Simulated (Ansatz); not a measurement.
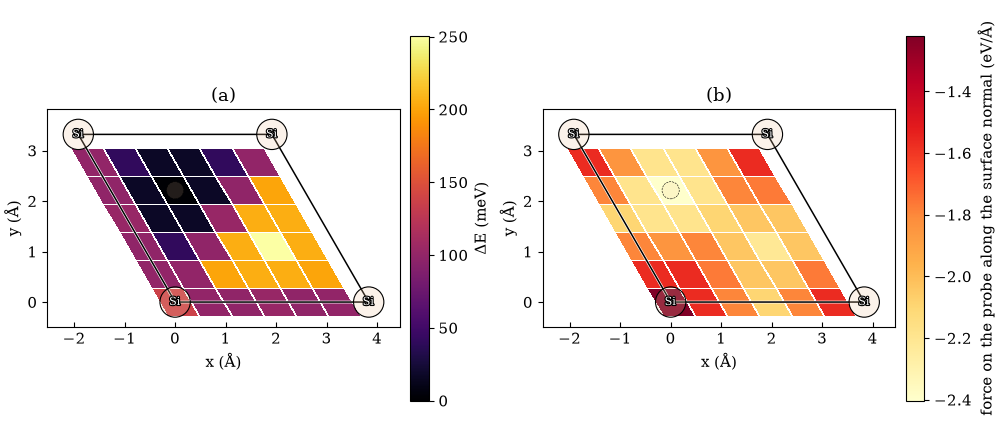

Si on a Si(111) slab cut from the Fd-3m phase, its upper half relaxed before the scan (16 atoms of substrate and one adsorbate in a 2 × 2 cell). Si is moved over the surface cell at a fixed height above a rigid substrate; the origin of the map has the adsorbate above Si13; the height is held at 2.50 Å. Places are given modulo a cell vector. The map is drawn in real space over the plane of the surface. The grid has 6 × 6 points; 10 points were computed and 26 follow by symmetry. Places are given in fractions of the 1 × 1 surface cell. Energies are in meV, from the lowest grid point. The magnetic moment jumps between some neighbouring points. At a fixed height the lowest place need not be the adsorption site. Theory: DFT PBE+D3(BJ), scalar-relativistic, plane waves, PAW (Ansatz). Settings: cutoff 420 eV, k-mesh 6×6×1, gaussian smearing 0.05 eV, spin-polarised.

Panel (a) is the energy and panel (b) the computed force on the probe along the surface normal on the same grid.

Drawn: one coloured cell a grid point, labelled circles for the atoms of the top layer and small ones for the second layer, the outline of one cell of the plane.

### How does the force on the probe along the surface normal vary over the map, and what is it at the lowest grid point?

It runs from −2.40 eV/Å at a threefold hollow over a second-layer Si atom, (2/6, 4/6) of the cell vectors to −1.22 eV/Å at the top site over a surface Si atom, (0/6, 0/6) of the cell vectors. At the lowest grid point, a threefold hollow over a second-layer Si atom, (2/6, 4/6) of the cell vectors, it is −2.40 eV/Å.

PAW datasets: the set soft_1.
